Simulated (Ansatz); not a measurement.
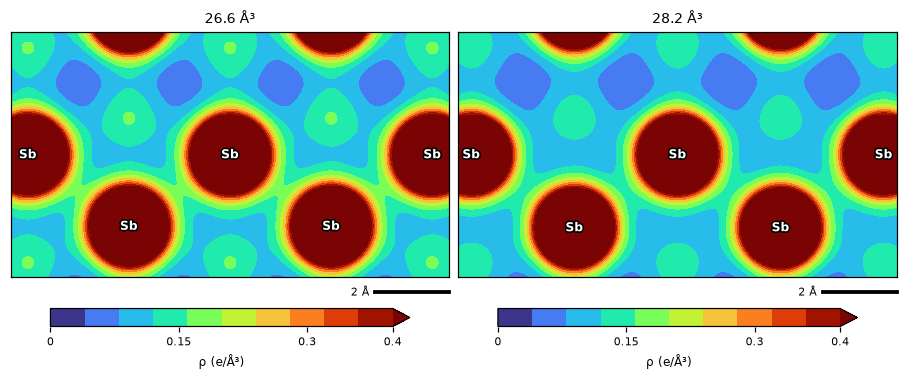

Sb. The valence pseudo-density of cells scaled evenly to different volumes (given per atom above each panel), on the (110) plane of each (indices in the axes of the cell below), at one length scale and on one colour scale.

A structure from a database of computed crystals, not necessarily the ambient phase.

Method: Ansatz 0.2.0, Kohn-Sham DFT of a periodic cell, PBEsol, Ansatz PAW.

In a PAW calculation such maps are meaningful between the atoms, not at the nuclei.

The largest cell:

```yaml
crystal:
  lattice:
    - [3.42032, 0.00000, 0.00000]
    - [-1.71016, 2.96209, 0.00000]
    - [0.00000, 0.00000, 5.57745]
  atoms:
    - { symbol: Sb, position: [0.66667, 0.33333, 0.75000] }
    - { symbol: Sb, position: [0.33333, 0.66667, 0.25000] }
```

| volume (Å³/atom) | Sb–Sb contact in the plane (Å) | ρ at its midpoint (e/Å³) | pressure (GPa) | 
| --- | --- | --- | --- |
| 26.65 | 3.351 | 0.163 | −1.6 | 
| 27.19 | 3.374 | ? | ? | 
| 28.25 | 3.417 | 0.148 | −4.7 | 

Question: Estimate the missing row, and compare with the calculation.

Answer: Over the known rows ln ρ falls by 1.46 per Å of Sb–Sb distance (the line through the two), which gives 0.158 e/Å³ at 3.374 Å; the calculation gives 0.157 e/Å³. For the pressure, a straight line in volume between the neighbouring rows gives −2.6 GPa; the calculation gives −2.7.
